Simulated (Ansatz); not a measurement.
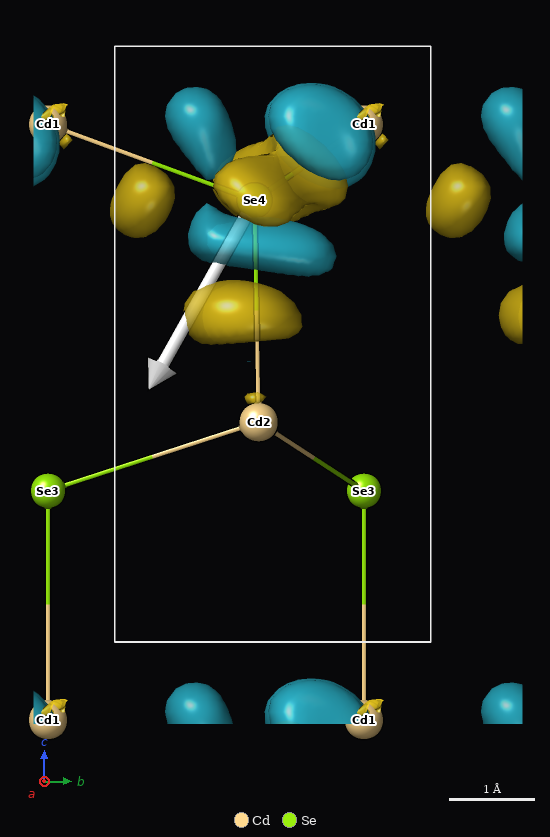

The picture shows: CdSe. Se4 was moved by 0.10 Å roughly along [0 −1 −1] in the axes of the cell drawn (arrow, not to scale). Change of the density less the rigid motion of the neutral atom's own density: yellow surfaces at +0.005 and cyan ones at −0.005 e/Å³, in the cell of the calculation (origin moved) seen along the a axis.

Space group P6_3mc; the calculation finds a residual pressure of about 3 GPa at this fixed cell.

Method: Ansatz, DFT PBE, scalar-relativistic, plane waves, PAW.

In a PAW calculation such maps are meaningful between the atoms, not at the nuclei.

How do the electrons respond beyond following the atom?

Answer. About 0.07 e is rearranged in the cell. Outside the cores the largest gain, 0.015 e/Å³, lies 1.3 Å from a cadmium nucleus and 1.3 Å from a selenium one, and the largest loss, 0.013 e/Å³, lies 1.3 Å from a selenium nucleus and 1.4 Å from a cadmium one.

How much does the computed force on the atom change?

Answer. The force on it changes by 0.63 eV/Å along the move, against it: a stiffness of about 6.3 eV/Å² for this sublattice shift.
